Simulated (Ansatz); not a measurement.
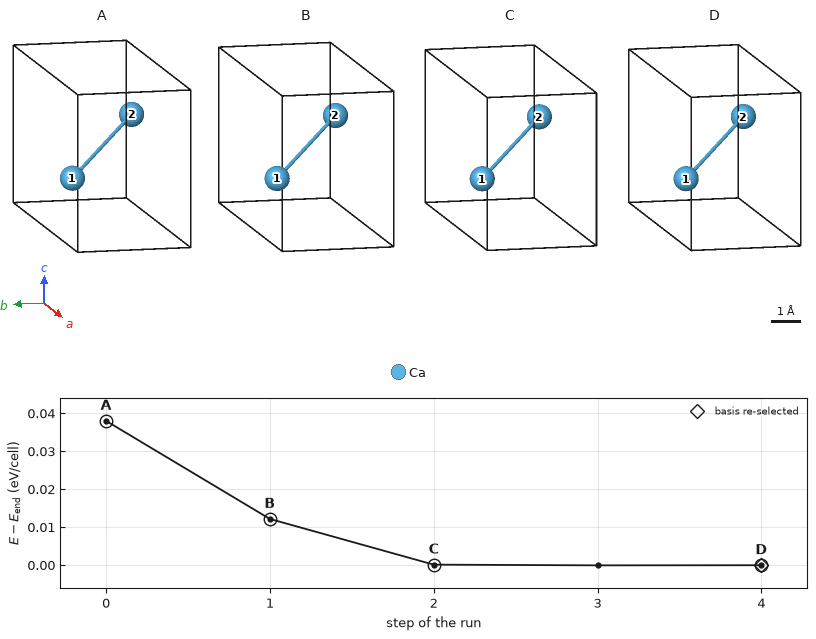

Frames of a relaxation of a crystal of Ca (set up in P6_3/mmc), marked on the history of the run. A ball-and-stick model of the cell of the calculation, seen from a free direction.

The calculation used Ansatz 0.2.0, DFT PBEsol, scalar-relativistic, plane waves, PAW. Settings: plane-wave cutoff 420 eV; k-point mesh 12 × 12 × 8; occupations gaussian; smearing width 0.1 eV; no spin polarisation; cell and atoms relaxed; force threshold 0.005 eV/Å; at most 80 steps.

Question: What happens along the run?

Answer: No atom moves by more than 0.005 Å relative to the cell. The drawn cell changes as follows: a = b 3.980 → 3.854 Å (−3.2 %), c 6.520 → 6.340 Å (−2.8 %); the volume changes by −8.8 %. Some distances before and after: Ca1–Ca1 3.980 → 3.854 Å, Ca1–Ca2 3.988 → 3.873 Å. The space group stays P6_3/mmc (No. 194). After 3 accepted moves (4 points after the start) the energy has fallen by 38.0 meV per cell of the calculation. All forces vanish by symmetry, so only the cell relaxes. The pressure goes from −1.44 to −0.01 GPa. At 1 point the geometry stayed and the basis and grid were re-selected for the new cell (energy shift of less than 0.05 meV per cell of the calculation at most each time). Cost: 25 s on 1 thread of Arm Neoverse V2 (shared host), peak memory 0.39 GiB. From step 0 to 1: volume −4.0 %, energy −25.8 meV per cell of the calculation. From step 1 to 2: volume −5.7 %, energy −12.0 meV per cell of the calculation. From step 2 to 4: volume +0.7 %, energy −0.2 meV per cell of the calculation.
